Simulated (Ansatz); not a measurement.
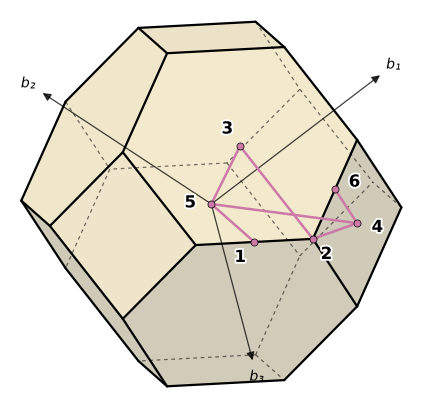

For BN, the geometry relaxed with Ansatz, DFT, PBE, plane waves, PAW: the first Brillouin zone of a face-centred cubic lattice (cF; extended symbol cF2) is drawn with its special points numbered. The drawing is computed from the coordinates (standard cell, symmetry found to 0.002 Å).

a = 3.625 Å, b = 3.625 Å, c = 3.625 Å, α = 90.00°, β = 90.00°, γ = 90.00°.

Labels and path follow the convention of Hinuma et al. (2017), as computed by seekpath; the arrows show the directions of the reciprocal primitive vectors b₁, b₂, b₃, in which coordinates are given.

Which special point is each number?

```tsv
no.	label	coordinates
1	K	(3/8, 3/8, 3/4)
2	W	(1/2, 1/4, 3/4)
3	L	(1/2, 1/2, 1/2)
4	X	(1/2, 0, 1/2)
5	Γ	(0, 0, 0)
6	U	(5/8, 1/4, 5/8)
```
